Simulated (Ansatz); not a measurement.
# A series of single points on Cu

System: Cu (I4mm, 8 atoms in the cell).
Method: DFT PBEsol, scalar-relativistic, plane waves, PAW, no spin polarisation (Ansatz 0.2.0).

The 5 runs differ only in the geometry, by a shift of atoms along one path in a fixed cell. The shift s is measured from run 3: Cu1 moves along the Cartesian direction (0.00, 0.00, −1.00). The structure derives from a Materials Project entry.

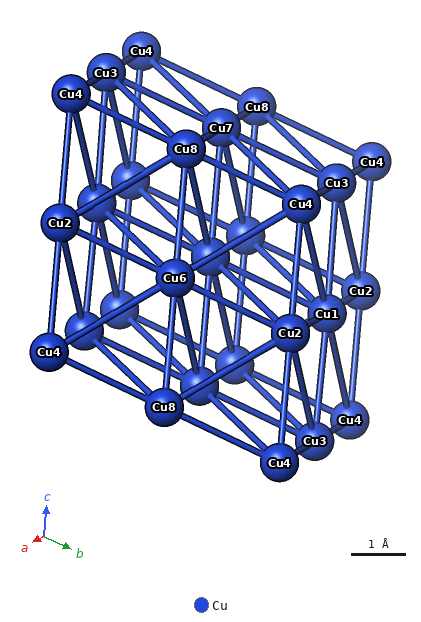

Figure 1. The structure of run 3 (ball-and-stick view of the cell of the calculation, seen slightly off an axis; atoms are numbered from 1 in the order of the input). An atom can appear more than once, as a periodic image.

## Input of run 3
```yaml
crystal:
  lattice:
    - [-2.88558664, -2.88558664, 2.7521629]
    - [2.88558664, 2.88558664, 2.7521629]
    - [-2.88558664, 2.88558664, -2.7521629]
  atoms:
    - { symbol: Cu, position: [0.5090837646, 0.0090837646, 0.5] }
    - { symbol: Cu, position: [0.0, 0.0, 0.5] }
    - { symbol: Cu, position: [0.5, 0.0, 0.0] }
    - { symbol: Cu, position: [0.0, 0.0, 0.0] }
    - { symbol: Cu, position: [0.5, 0.5, 0.5] }
    - { symbol: Cu, position: [0.0, 0.5, 0.5] }
    - { symbol: Cu, position: [0.5, 0.5, 0.0] }
    - { symbol: Cu, position: [0.0, 0.5, 0.0] }
basis:
  ecutwfc: 420
kpoints:
  mp_grid: { grid: [12, 12, 12] }
hamiltonian:
  xc: pbesol
scf:
  occupations: { method: gaussian, width: 0.15 }
output:
  forces: true
  stress: true
  eigenvalues: true
```

Command:
```bash
ansatz run input.yaml --threads 2 --pin off --max-ram 5120MiB --backend cpu --events-out ev --progress --plain --runs-dir out
```

Lattice vectors (Å) and fractional positions of run 3:
```
  -2.885587   -2.885587    2.752163
   2.885587    2.885587    2.752163
  -2.885587    2.885587   -2.752163
Cu  0.509084  0.009084  0.500000
Cu -0.000000 -0.000000  0.500000
Cu  0.500000  0.000000 -0.000000
Cu  0.000000  0.000000  0.000000
Cu  0.500000  0.500000  0.500000
Cu -0.000000  0.500000  0.500000
Cu  0.500000  0.500000  0.000000
Cu -0.000000  0.500000  0.000000
```

Run 4 differs from it as follows:
```diff
-    - { symbol: Cu, position: [0.5090837646, 0.0090837646, 0.5] }
+    - { symbol: Cu, position: [0.5030339774, 0.0030339774, 0.5] }
```

## Results, with one run withheld

```tsv
run	shift s of Cu1 (Å)	free energy per atom, from the lowest run given (meV)	pressure (GPa)	force along the path (eV/Å)
1	−0.0333	2.72	−1.26	0.624
2	−0.0167	1.56	−1.32	0.499
3	0.0000	0.65	−1.37	0.374
4	0.0333	?	?	?
5	0.0833	0.00	−1.40	−0.249
```

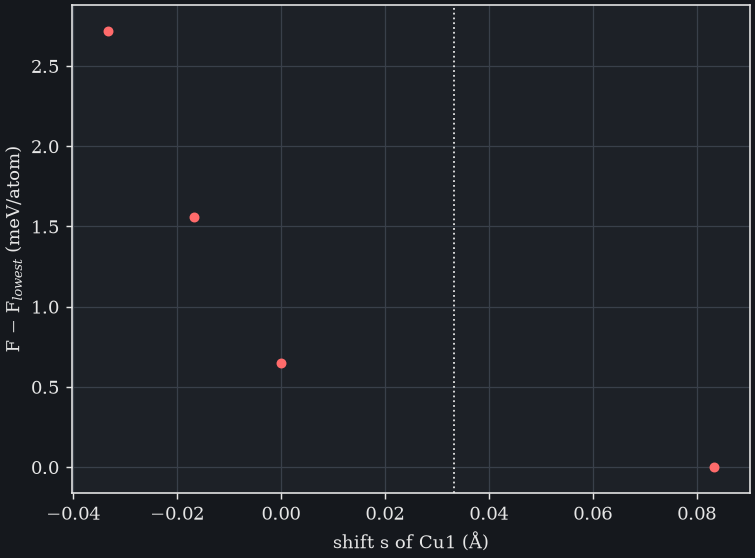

Figure 2. Free energy per atom of the runs given; the dotted line marks run 4.

Fit the runs given and predict run 4.

A quadratic polynomial in the coordinate, fitted to the 4 runs given, misses them by under 0.01 meV per atom. With x = s − 0.0083, it reads F = 0.29547 − 38.899 x + 466.12 x² (meV per atom). At run 4 it gives −0.39 meV per atom, and the run itself gives −0.39. The slope of the fit gives a force −dF/ds of 0.125 eV/Å along the path (summed over the atoms that move), and the printed forces give 0.125 eV/Å. The fit has its minimum at s = 0.0500 Å.

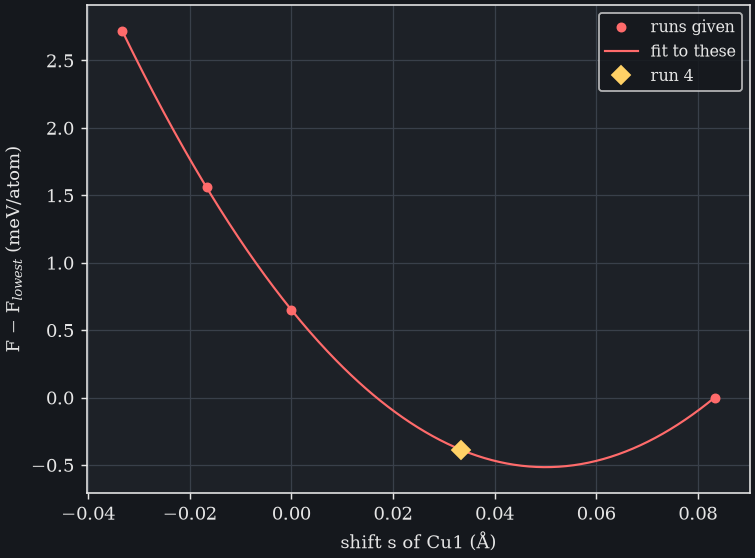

Figure 3. The fit and the withheld run.

## Output, shortened to warnings, some set-up lines, iterations and results (run 4)
```
Basis set: ecut = 420 eV, 1809 PW (Γ), exchange–correlation on 72×72×72 points (8 copies of the dense FFT grid, shifted against one another)
Symmetry: 8 space group operations
k-points: 163 of 1728 (time reversal used)
Initial density: superposition of atomic densities (neutral atoms: chi_scale 0, normalization atom), corrected by the library's trained network
[...]
SCF iter   1: F=—  HF=-52709.931887 eV  |F-HF|=—  |Δ(HF+E_count)|=         —  Δρ=2.18e-2  dr2=2.26e-1  ethr=1.77e-3  ⟨swp⟩=4.9  Hψ=47410  notcnv=0  defer=404
SCF iter   2: F=—  HF=-52709.883179 eV  |F-HF|=—  |Δ(HF+E_count)|=   4.87e-2  Δρ=2.54e-3  dr2=3.82e-3  ethr=1.49e-4  ⟨swp⟩=2.0  Hψ=24770  notcnv=0  defer=1339
SCF iter   3: F=—  HF=-52709.881182 eV  |F-HF|=—  |Δ(HF+E_count)|=   2.00e-3  Δρ=2.49e-3  dr2=3.77e-3  ethr=2.51e-6  ⟨swp⟩=3.0  Hψ=28216  notcnv=0  defer=1339
SCF iter   4: F=—  HF=-52709.879774 eV  |F-HF|=—  |Δ(HF+E_count)|=   1.41e-3  Δρ=2.48e-4  dr2=2.10e-5  ethr=2.48e-6  ⟨swp⟩=2.1  Hψ=17891  notcnv=0  defer=1339
SCF iter   5: F=—  HF=-52709.879881 eV  |F-HF|=—  |Δ(HF+E_count)|=   1.07e-4  Δρ=4.96e-5  dr2=1.72e-6  ethr=1.38e-8  ⟨swp⟩=2.0  Hψ=26000  notcnv=0  defer=1339
SCF iter   6: F=-52709.879878 eV  HF=-52709.879878 eV  |F-HF|=1.74e-8  |Δ(HF+E_count)|=   2.81e-6  Δρ=1.09e-5  dr2=7.98e-8  ethr=6.58e-11  ⟨swp⟩=7.8  Hψ=76483  notcnv=0
SCF 1 converged in 6 iterations: F = -52709.879878 eV  dr2 = 7.98e-8
SCF converged after 6 iterations
Free energy (F): -52709.879878 eV
Harris-Foulkes:  -52709.879878 eV  (|F-HF|=1.74e-8)
Internal energy: -52709.845251 eV  (E = F + TS)
E sigma→0 (E₀):  -52709.862565 eV
Entropy (-TS):   -0.034627 eV (-4.328 meV/atom)
Fermi energy:    17.248389 eV
--- Per-component energies (eV) ---
  E_band       = -2802.413936
  E_kinetic    = 2403.743335
  E_local      = -31948.298307  (includes V_loc(G=0)·N_el)
  E_nonlocal   = 3130.719724
  E_hartree    = 14064.144719
  E_xc         = -714.102665
  E_vxc        = -925.638880  (∫ρ·V_xc dr)
  E_paw        = -13008.460301  (= ΣΔE_a)
  E_vpaw       = -3591.274616  (= ΣTr[D̂ρ^β])
  E_aug_tail   = 0.002037  (compensation charges beyond the density's cutoff)
  E_ewald      = -26639.243412
  E_core_change = 1.649618  (= ΣΔE_core)
  E_smearing   = -0.034627  (= −TS)
  E_closure    = -0.000000  (closes the sum)
  Σ components = -52709.879878   (vs F -52709.879878, Δ=0.00e0)
--- Forces (eV/Å), atoms counted from 1 ---
  atom   1  Cu     0.00000000    -0.00000000    -0.12464388
  atom   2  Cu    -0.03150422    -0.03150422     0.02757676
  atom   3  Cu     0.03150422    -0.03150422     0.02757676
  atom   4  Cu    -0.00000000     0.00000000     0.00031042
  atom   5  Cu     0.03150422     0.03150422     0.02757676
  atom   6  Cu     0.00000000     0.00000000     0.01371584
  atom   7  Cu     0.00000000     0.00000000     0.00031042
  atom   8  Cu    -0.03150422     0.03150422     0.02757676
  max |Σ_I F_I| component: 1.51e-7 eV/Å
--- Stress (GPa, compression-positive) ---
       -1.378575       0.000000       0.000000
        0.000000      -1.378575       0.000000
        0.000000      -0.000000      -1.509679
  P = ⅓ Tr σ = -1.4223 GPa (-14.223 kbar)
```
